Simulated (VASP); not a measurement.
Single-point calculation, with input and output: Mo (part 3 of 3)

Mo (Im-3m, 18 atoms in the cell); Kohn-Sham DFT of a periodic cell, PBE, VASP PAW PBE potentials, recommended, no spin polarisation (VASP 6.6.1); cutoff 520 eV, 3×3×5 k-mesh, methfessel-paxton of 0.1 eV. The structure derives from a Materials Project entry. It belongs to a series of runs on one base structure; here: grid = ENCUT=520 dk=0.35 cell=3x3x2 ISMEAR=1 SIGMA=0.1 LREAL=Auto EDIFF=1e-06. The settings are looser than a standard set-up, so the numbers are not reference values.

Geometry of the input (Å; fractional positions):
```
-4.7514  4.7514  4.7514
4.7514  -4.7514  4.7514
3.1676  3.1676  -3.1676
Mo 0.0000  0.0000  0.0000
Mo -0.0000  -0.0000  0.5000
Mo -0.0000  0.3333  0.0000
Mo -0.0000  0.3333  0.5000
Mo -0.0000  0.6667  0.0000
Mo -0.0000  0.6667  0.5000
Mo 0.3333  0.0000  0.0000
Mo 0.3333  0.0000  0.5000
Mo 0.3333  0.3333  0.0000
Mo 0.3333  0.3333  0.5000
Mo 0.3333  0.6667  0.0000
Mo 0.3333  0.6667  0.5000
Mo 0.6667  0.0000  0.0000
Mo 0.6667  0.0000  0.5000
Mo 0.6667  0.3333  0.0000
Mo 0.6667  0.3333  0.5000
Mo 0.6667  0.6667  0.0000
Mo 0.6667  0.6667  0.5000
```

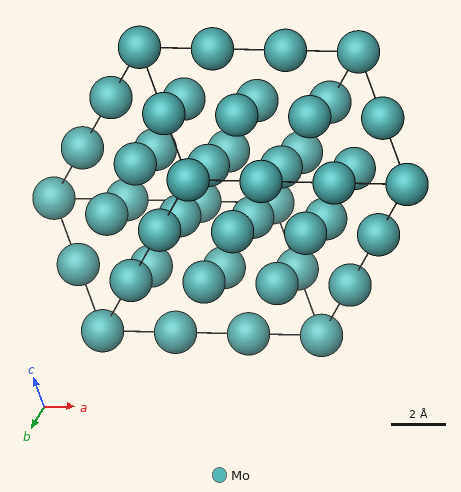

The structure as given in the input (spheres-only view of the cell of the calculation, seen at an oblique angle). An atom can appear more than once, as a periodic image.

Parts of OUTCAR, continued:
```
 k-point     5 :       0.0000    0.0000    0.2000
  band No.  band energies     occupation
      1     -48.9323      2.00000
      2     -48.7966      2.00000
      3     -48.7966      2.00000
      4     -48.7525      2.00000
      5     -48.7525      2.00000
      6     -48.7460      2.00000
      7     -48.7460      2.00000
      8     -48.7328      2.00000
      9     -48.7328      2.00000
     10     -48.7319      2.00000
     11     -48.6906      2.00000
     12     -48.6821      2.00000
     13     -48.6821      2.00000
     14     -48.6633      2.00000
     15     -48.6562      2.00000
     16     -48.6292      2.00000
     17     -48.5962      2.00000
     18     -48.5962      2.00000
     19     -23.4674      2.00000
     20     -23.4067      2.00000
     21     -23.4067      2.00000
     22     -23.3689      2.00000
     23     -23.3689      2.00000
     24     -23.3189      2.00000
     25     -23.3189      2.00000
     26     -23.3165      2.00000
     27     -23.2813      2.00000
     28     -23.2481      2.00000
     29     -23.2481      2.00000
     30     -23.2481      2.00000
     31     -23.2096      2.00000
     32     -23.2086      2.00000
     33     -23.2086      2.00000
     34     -23.1208      2.00000
     35     -23.1041      2.00000
     36     -23.1041      2.00000
     37     -23.0875      2.00000
     38     -23.0119      2.00000
     39     -23.0119      2.00000
     40     -23.0118      2.00000
     41     -23.0118      2.00000
     42     -22.9709      2.00000
     43     -22.9709      2.00000
     44     -22.9627      2.00000
     45     -22.9569      2.00000
     46     -22.8357      2.00000
     47     -22.6614      2.00000
     48     -22.6614      2.00000
     49     -22.6427      2.00000
     50     -22.6280      2.00000
     51     -22.6280      2.00000
     52     -22.6259      2.00000
     53     -22.6259      2.00000
     54     -22.5306      2.00000
     55     -22.5306      2.00000
     56     -22.5293      2.00000
     57     -22.4715      2.00000
     58     -22.4433      2.00000
     59     -22.4204      2.00000
     60     -22.4204      2.00000
     61     -22.3934      2.00000
     62     -22.3628      2.00000
     63     -22.3628      2.00000
     64     -22.3135      2.00000
     65     -22.3135      2.00000
     66     -22.3084      2.00000
     67     -22.3084      2.00000
     68     -22.2991      2.00000
     69     -22.2921      2.00000
     70     -22.2921      2.00000
     71     -22.2696      2.00000
     72     -22.2611      2.00000
     73       5.5736      2.00000
     74       7.2468      2.00000
     75       7.4630      2.00000
     76       7.4630      2.00000
     77       7.5839      2.00000
     78       7.5839      2.00000
     79       7.6016      2.00000
     80       7.6016      2.00000
     81       7.7459      2.00000
     82       7.7459      2.00000
     83       7.8747      2.00000
     84       7.8747      2.00000
     85       8.1895      2.00000
     86       8.1895      2.00000
     87       8.3502      2.00000
     88       8.4777      2.00000
     89       8.4777      2.00000
     90       8.6094      2.00000
     91       8.6712      2.00000
     92       8.8613      2.00000
     93       9.0135      2.00000
     94       9.1585      2.00000
     95       9.2185      2.00000
     96       9.2842      2.00000
     97       9.2842      2.00000
     98       9.3062      2.00000
     99       9.3062      2.00000
    100       9.4823      2.00000
    101       9.5568      2.00000
    102       9.5639      2.00000
    103       9.5639      2.00000
    104       9.7243      2.00000
    105       9.7243      2.00000
    106       9.8368      2.00000
    107       9.8368      2.00000
    108      10.0087      2.00000
    109      10.0122      2.00000
    110      10.5488      2.00000
    111      10.5488      2.00000
    112      10.6244      2.00000
    113      10.6244      2.00000
    114      10.7554      2.00000
    115      10.7582      2.00000
    116      10.8700      2.00000
    117      10.8700      2.00000
    118      10.9429      2.00000
    119      11.3967      2.00000
    120      11.7399      2.00000
    121      11.7399      2.00000
    122      11.8230      2.00000
    123      11.8230      2.00000
    124      12.2066      2.05305
    125      12.7281     -0.00000
    126      13.0999     -0.00000
    127      13.1095     -0.00000
    128      13.1095     -0.00000
    129      13.2862     -0.00000
    130      13.2870     -0.00000
    131      13.3212     -0.00000
    132      13.3216     -0.00000
    133      13.5460     -0.00000
    134      13.5481     -0.00000
    135      13.6542     -0.00000
    136      13.7528     -0.00000
    137      13.7605     -0.00000
    138      13.7781     -0.00000

 k-point     6 :       0.3333   -0.0000    0.2000
  band No.  band energies     occupation
      1     -48.8833      2.00000
      2     -48.8763      2.00000
      3     -48.8176      2.00000
      4     -48.7620      2.00000
      5     -48.7530      2.00000
      6     -48.7374      2.00000
      7     -48.7212      2.00000
      8     -48.7081      2.00000
      9     -48.7059      2.00000
     10     -48.7020      2.00000
     11     -48.6964      2.00000
     12     -48.6914      2.00000
     13     -48.6914      2.00000
     14     -48.6857      2.00000
     15     -48.6543      2.00000
     16     -48.6490      2.00000
     17     -48.6011      2.00000
     18     -48.5797      2.00000
     19     -23.5475      2.00000
     20     -23.5053      2.00000
     21     -23.4292      2.00000
     22     -23.4199      2.00000
     23     -23.3918      2.00000
     24     -23.3642      2.00000
     25     -23.3598      2.00000
     26     -23.3551      2.00000
     27     -23.3439      2.00000
     28     -23.2994      2.00000
     29     -23.2862      2.00000
     30     -23.2593      2.00000
     31     -23.2351      2.00000
     32     -23.2202      2.00000
     33     -23.1396      2.00000
     34     -23.0955      2.00000
     35     -23.0750      2.00000
     36     -23.0279      2.00000
     37     -23.0204      2.00000
     38     -22.9885      2.00000
     39     -22.9226      2.00000
     40     -22.9205      2.00000
     41     -22.9005      2.00000
     42     -22.8858      2.00000
     43     -22.8280      2.00000
     44     -22.8029      2.00000
     45     -22.7622      2.00000
     46     -22.7503      2.00000
     47     -22.7245      2.00000
     48     -22.7198      2.00000
     49     -22.7036      2.00000
     50     -22.6683      2.00000
     51     -22.6663      2.00000
     52     -22.6553      2.00000
     53     -22.6390      2.00000
     54     -22.6229      2.00000
     55     -22.4923      2.00000
     56     -22.4510      2.00000
     57     -22.4472      2.00000
     58     -22.4406      2.00000
     59     -22.4380      2.00000
     60     -22.4209      2.00000
     61     -22.4070      2.00000
     62     -22.4045      2.00000
     63     -22.4028      2.00000
     64     -22.3723      2.00000
     65     -22.3713      2.00000
     66     -22.3567      2.00000
     67     -22.3334      2.00000
     68     -22.3240      2.00000
     69     -22.3158      2.00000
     70     -22.2971      2.00000
     71     -22.2950      2.00000
     72     -22.2811      2.00000
     73       6.4510      2.00000
     74       6.5729      2.00000
     75       7.2554      2.00000
     76       7.3911      2.00000
     77       7.6344      2.00000
     78       7.6684      2.00000
     79       7.6860      2.00000
     80       7.7334      2.00000
     81       7.9289      2.00000
     82       7.9736      2.00000
     83       8.0417      2.00000
     84       8.1164      2.00000
     85       8.1610      2.00000
     86       8.2301      2.00000
     87       8.2410      2.00000
     88       8.2935      2.00000
     89       8.3313      2.00000
     90       8.3848      2.00000
     91       8.6194      2.00000
     92       8.9098      2.00000
     93       9.0215      2.00000
     94       9.0462      2.00000
     95       9.0464      2.00000
     96       9.0948      2.00000
     97       9.1132      2.00000
     98       9.3858      2.00000
     99       9.3921      2.00000
    100       9.4365      2.00000
    101       9.4599      2.00000
    102       9.4957      2.00000
    103       9.6133      2.00000
    104       9.6570      2.00000
    105       9.6708      2.00000
    106       9.7864      2.00000
    107       9.8112      2.00000
    108       9.8895      2.00000
    109      10.3784      2.00000
    110      10.4332      2.00000
    111      10.5108      2.00000
    112      10.5546      2.00000
    113      10.6584      2.00000
    114      10.6736      2.00000
    115      10.6977      2.00000
    116      11.0363      2.00000
    117      11.0935      2.00000
    118      11.1009      2.00000
    119      11.3671      2.00000
    120      11.5376      2.00000
    121      11.7187      2.00000
    122      11.7783      2.00000
    123      12.2804      1.97315
    124      12.4128      0.22115
    125      12.5586     -0.01627
    126      12.5677     -0.01198
    127      12.7266     -0.00000
    128      12.7389     -0.00000
    129      12.8606     -0.00000
    130      12.9897     -0.00000
    131      13.0223     -0.00000
    132      13.1939     -0.00000
    133      13.2248     -0.00000
    134      13.4760     -0.00000
    135      13.4808     -0.00000
    136      13.5343     -0.00000
    137      13.5557     -0.00000
    138      13.8430     -0.00000

 [... further k-points ...]

 [bands above 138 left out]

------------------------ aborting loop because EDIFF is reached ----------------------------------------

  FORCE on cell =-STRESS in cart. coord.  units (eV):
  Direction    XX          YY          ZZ          XY          YZ          ZX
  --------------------------------------------------------------------------------------
  -------------------------------------------------------------------------------------
  Total       -2.2375897     -2.2375897     -2.6977473     -1.4582004      0.4428904      0.4428903
  in kB      -12.5328586    -12.5328586    -15.1102258     -8.1674579      2.4806528      2.4806522
  external PRESSURE =     -13.3919810 kB  Pullay stress =       0.0000000 kB

 VOLUME and BASIS-vectors are now :
 -----------------------------------------------------------------------------
  energy-cutoff  :      520.00
  volume of cell :      286.05
      direct lattice vectors                 reciprocal lattice vectors
    -4.751426916  4.751426916  4.751426916     0.000000000  0.105231546  0.105231546
     4.751426916 -4.751426916  4.751426916     0.105231546  0.000000000  0.105231546
     3.167617944  3.167617944 -3.167617944     0.157847319  0.157847319  0.000000000

 POSITION                                       TOTAL-FORCE (eV/Angst)
 -----------------------------------------------------------------------------------
      0.00000      0.00000      0.00000        -0.000000      0.000000      0.000000
      1.58381      1.58381     -1.58381         0.000000     -0.000000      0.000000
      1.58381     -1.58381      1.58381         0.000000     -0.000000     -0.000000
      3.16762      0.00000     -0.00000         0.000000     -0.000000     -0.000000
      3.16762     -3.16762      3.16762        -0.000000     -0.000000      0.000000
      4.75143     -1.58381      1.58381        -0.000000      0.000000      0.000000
     -1.58381      1.58381      1.58381         0.000000      0.000000      0.000000
      0.00000      3.16762     -0.00000         0.000000     -0.000000      0.000000
      0.00000      0.00000      3.16762        -0.000000      0.000000     -0.000000
      1.58381      1.58381      1.58381        -0.000000     -0.000000     -0.000000
      1.58381     -1.58381      4.75143         0.000000     -0.000000      0.000000
      3.16762     -0.00000      3.16762         0.000000     -0.000000     -0.000000
     -3.16762      3.16762      3.16762         0.000000      0.000000     -0.000000
     -1.58381      4.75143      1.58381        -0.000000      0.000000     -0.000000
     -1.58381      1.58381      4.75143         0.000000      0.000000      0.000000
     -0.00000      3.16762      3.16762        -0.000000      0.000000     -0.000000
      0.00000      0.00000      6.33524         0.000000      0.000000      0.000000
      1.58381      1.58381      4.75143         0.000000      0.000000     -0.000000
 -----------------------------------------------------------------------------------
    total drift:                               -0.000000      0.000000      0.000000

  FREE ENERGIE OF THE ION-ELECTRON SYSTEM (eV)
  ---------------------------------------------------
  free  energy   TOTEN  =      -196.8378973827 eV

  energy  without entropy=     -196.8311689090  energy(sigma->0) =     -196.83565456
```

CONTCAR:
```
Mo
   1.00000000000000
    -4.7514269156999998    4.7514269156999998    4.7514269156999998
     4.7514269156999998   -4.7514269156999998    4.7514269156999998
     3.1676179437999998    3.1676179437999998   -3.1676179437999998
  Mo
    18
Direct
     0.0000000000000000    0.0000000000000000    0.0000000000000000
     0.0000000000000000    0.0000000000000000    0.5000000000000000
     0.0000000000000000    0.3333333332999970    0.0000000000000000
     0.0000000000000000    0.3333333332999970    0.5000000000000000
     0.0000000000000000    0.6666666667000030    0.0000000000000000
     0.0000000000000000    0.6666666667000030    0.5000000000000000
     0.3333333332999970    0.0000000000000000    0.0000000000000000
     0.3333333332999970    0.0000000000000000    0.5000000000000000
     0.3333333332999970    0.3333333332999970    0.0000000000000000
     0.3333333332999970    0.3333333332999970    0.5000000000000000
     0.3333333332999970    0.6666666667000030    0.0000000000000000
     0.3333333332999970    0.6666666667000030    0.5000000000000000
     0.6666666667000030    0.0000000000000000    0.0000000000000000
     0.6666666667000030    0.0000000000000000    0.5000000000000000
     0.6666666667000030    0.3333333332999970    0.0000000000000000
     0.6666666667000030    0.3333333332999970    0.5000000000000000
     0.6666666667000030    0.6666666667000030    0.0000000000000000
     0.6666666667000030    0.6666666667000030    0.5000000000000000

  0.00000000E+00  0.00000000E+00  0.00000000E+00
  0.00000000E+00  0.00000000E+00  0.00000000E+00
  0.00000000E+00  0.00000000E+00  0.00000000E+00
  0.00000000E+00  0.00000000E+00  0.00000000E+00
  0.00000000E+00  0.00000000E+00  0.00000000E+00
  0.00000000E+00  0.00000000E+00  0.00000000E+00
  0.00000000E+00  0.00000000E+00  0.00000000E+00
  0.00000000E+00  0.00000000E+00  0.00000000E+00
  0.00000000E+00  0.00000000E+00  0.00000000E+00
  0.00000000E+00  0.00000000E+00  0.00000000E+00
  0.00000000E+00  0.00000000E+00  0.00000000E+00
  0.00000000E+00  0.00000000E+00  0.00000000E+00
  0.00000000E+00  0.00000000E+00  0.00000000E+00
  0.00000000E+00  0.00000000E+00  0.00000000E+00
  0.00000000E+00  0.00000000E+00  0.00000000E+00
  0.00000000E+00  0.00000000E+00  0.00000000E+00
  0.00000000E+00  0.00000000E+00  0.00000000E+00
  0.00000000E+00  0.00000000E+00  0.00000000E+00
```

Results in brief:

| quantity | value |
| --- | --- |
| outcome | converged |
| space group (tolerance 0.01 Å) | Im-3m (229) |
| electrons treated | 252 |
| free energy | −196.8379 eV |
| gap on the k-point mesh | none (metallic) |
| pressure | −1.34 GPa |
| largest force (length of the vector) | under 0.001 eV/Å |
| hardware | 1 thread of Intel Xeon (Sapphire Rapids), 256 GiB of memory available, shared host |
| wall time | 24 min |
| peak memory | 0.65 GiB |

Settings chosen away from the usual ones: grid = ENCUT=520 dk=0.35 cell=3x3x2 ISMEAR=1 SIGMA=0.1 LREAL=Auto EDIFF=1e-06. The settings depart from the standard set-up of this series, which can bear on the numbers.
